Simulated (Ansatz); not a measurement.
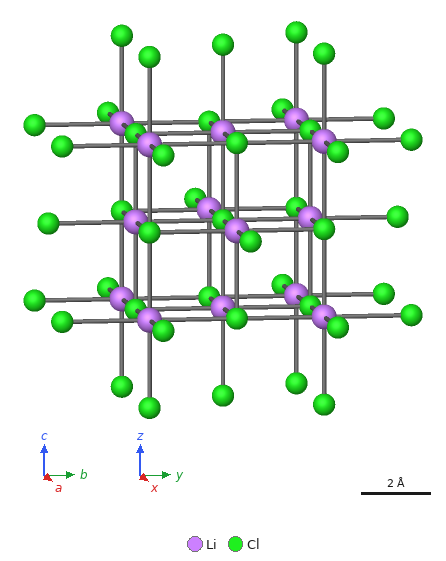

A scan of crystalline LiCl (Fm-3m): the cell is strained equally along x and y and separately along z, with the atoms kept at their fractional coordinates. x, y and z are the Cartesian axes of the input. The picture shows the reference cell. Style: ball-and-stick. Shown: the conventional cell (4 times the calculation's cell), along the a axis, with a slight tilt. Lengths and directions refer to the drawn axes.

Method: DFT r2SCAN, scalar-relativistic, plane waves, PAW in Ansatz 0.2.0. Set-up: plane-wave cutoff 500 eV; k-point mesh 8 × 8 × 8; occupations gaussian; smearing width 0.05 eV; no spin polarisation. Energies (free energies at the smearing named) are counted from the cell as listed in its source, which wasn't relaxed.

The input:
```yaml
crystal:
  lattice:
    - [0.0, 2.56476, 2.56476]
    - [2.56476, 0.0, 2.56476]
    - [2.56476, 2.56476, 0.0]
  atoms:
    - { symbol: Li, position: [0.0, 0.0, 0.0] }
    - { symbol: Cl, position: [0.5, 0.5, 0.5] }
basis:
  ecutwfc: 500
kpoints:
  mp_grid: { grid: [8, 8, 8] }
hamiltonian:
  xc: r2scan
scf:
  occupations: { method: gaussian, width: 0.05 }
output:
  forces: true
  stress: true
  eigenvalues: true
```

Launched with:
```bash
ansatz run input.yaml --threads 1 --pin off --max-ram 2560MiB --backend cpu --events-out ev --progress --plain --runs-dir out
```

> Predict the energy profile on a grid with rows −0.030, −0.015, 0.000, 0.015, 0.030 and columns −0.030, −0.015, 0.000, 0.015, 0.030 (strain along x and y; strain along z).

Rows: strain along x and y; columns: strain along z; values in meV/atom.

|  | −0.030 | −0.015 | 0.000 | 0.015 | 0.030 |
| --- | --- | --- | --- | --- | --- |
| −0.030 | 12.6 | 8.6 | 6.3 | 5.5 | 5.8 |
| −0.015 | 5.1 | 2.2 | 0.9 | 1.1 | 2.4 |
| 0.000 | 2.0 | 0.2 | 0.0 | 1.2 | 3.5 |
| 0.015 | 2.7 | 2.0 | 2.8 | 5.0 | 8.3 |
| 0.030 | 6.6 | 6.9 | 8.8 | 12.0 | 16.2 |

In pairs of (strain along x and y; strain along z): the lowest computed point lies at (0.000, 0.000) (0.0 meV/atom), the highest at (0.030, 0.030) (16.2 meV/atom). The valley is tilted: raising the in-plane strain is made harder by raising the strain along z (cross term 0.45 of the geometric mean of the two curvatures). Over the ranges scanned the energy rises more along the first axis, the in-plane strain. The pressure runs from −2.8 GPa at (0.030, 0.030) to 3.4 GPa at (−0.030, −0.030).
